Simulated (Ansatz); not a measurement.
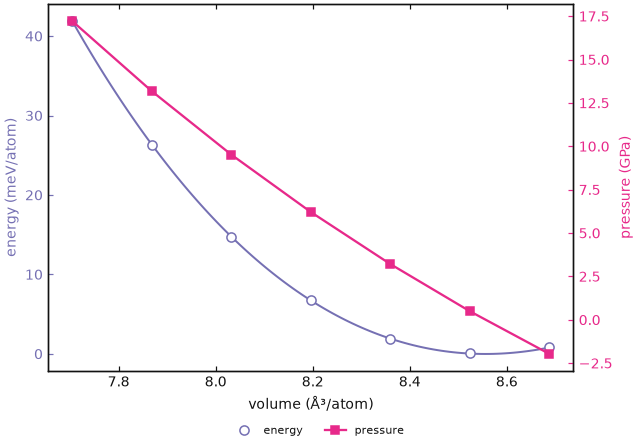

The plot gives the computed energy and pressure against volume for MnH₂O₂, space group P-3m1 (No. 164).

Cell as given: a = 3.250 Å, b = 3.250 Å, c = 4.480 Å, α = 90.00°, β = 90.00°, γ = 120.00°; 5 atoms.

Method: all-electron LAPW DFT, collinear spins; energies at scaled volumes of the given cell, shape and fractions fixed, counted from the fit's minimum, third-order Birch-Murnaghan fit (Ansatz 0.2.0). Level: PBEsol, collinear spin.

```json
{"setting": "k mesh", "value": "9×9×6"}
{"setting": "occupations", "value": "Fermi–Dirac"}
{"setting": "smearing width", "value": "0.05 eV"}
{"setting": "potentials", "value": "all electron LAPW, scalar relativistic"}
{"setting": "program settings", "value": "basis error eV/atom 0.001"}
```

Question: What equilibrium volume and bulk modulus follow from the curve?

Answer: A third-order Birch–Murnaghan fit gives V0 = 8.56 Å³/atom, B0 = 133 GPa and B′ = 4.1.

Question: Read off the course of the pressure.

Answer: It falls from 17.22 GPa at volume 7.7043 Å³/atom to −1.97 GPa at 8.6878 Å³/atom, and changes sign near 8.56 Å³/atom.

Keep in mind: shape and atomic fractions are frozen while scaling, which makes layered, chain and framework solids too stiff.
